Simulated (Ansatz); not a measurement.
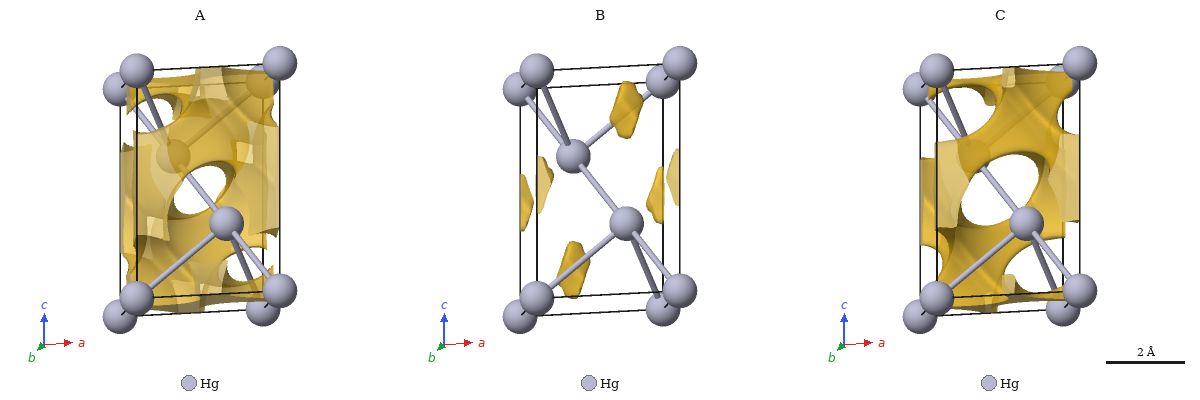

Three surfaces of the space that a probe's centre can reach in Hg in space group R-3m, computed for probe radii of 0.15, 0.35, 0.70 Å, in shuffled order. Pale faces close the region where the drawn box cuts it.

Atoms are hard spheres with metallic radii: Hg 1.51 Å.

Origin of the cell: coordinates from a relaxation at fixed volume with DFT r2SCAN, scalar-relativistic, plane waves, PAW (Ansatz 0.2.0).

```cif
data_structure
_symmetry_space_group_name_H-M 'R-3m:H'
_symmetry_Int_Tables_number 166
_cell_length_a 4.0579
_cell_length_b 4.0579
_cell_length_c 5.9510
_cell_angle_alpha 90.000
_cell_angle_beta 90.000
_cell_angle_gamma 120.000
_cell_volume 84.86
loop_
_atom_site_label
_atom_site_type_symbol
_atom_site_symmetry_multiplicity
_atom_site_Wyckoff_symbol
_atom_site_fract_x
_atom_site_fract_y
_atom_site_fract_z
_atom_site_occupancy
Hg1 Hg 3 a 0.00000 0.00000 0.00000 1
```

### Which panel belongs to which radius, and what does each show?

A: 0.15 Å, a three-dimensional network, 34 % of the volume. C: 0.35 Å, a three-dimensional network, 17 % of the volume. B: 0.70 Å, isolated pockets that do not connect across cells, 1.6 % of the volume. The larger the probe, the smaller the space left to it.
